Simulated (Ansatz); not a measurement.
Co (Im-3m, No. 229): the input geometry of an electronic-structure calculation (not necessarily at equilibrium); the starting structure was generated, so it need not be a known form of this composition.

Space group Im-3m (No. 229). a = 2.809 Å, b = 2.809 Å, c = 2.809 Å, α = 90.00°, β = 90.00°, γ = 90.00°
```csv
atom,site,symmetry,x,y,z
Co,2a,m-3m,0.0000,0.0000,0.0000
```

Q: What will a map of the projected electrostatic potential along [111] show? Computed as the sum of neutral-atom potentials (tabulated electron scattering factors, B = 0.8 Å²) projected along the beam and smoothed by 0.25 Å; brighter is more positive. The display is stretched by a gamma of 0.7; percentages refer to the linear signal.

A: The columns repeat on a hexagonal net with a repeat of 2.29 Å (plane group p6mm). All columns are alike (Co). The shortest distance between visible columns is 2.29 Å in projection. Along the beam the structure repeats every 2.43 Å.

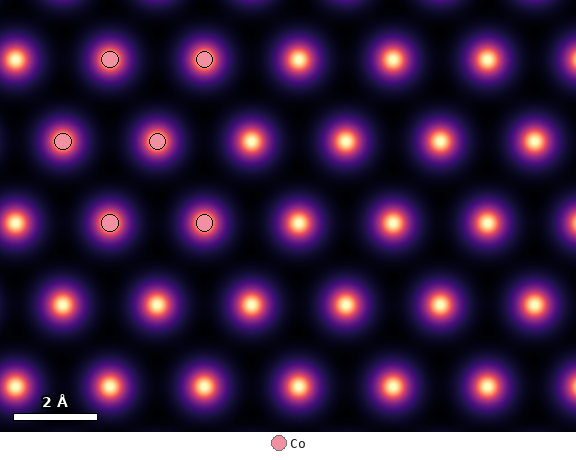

The simulated image, with the columns of the model marked in one corner.
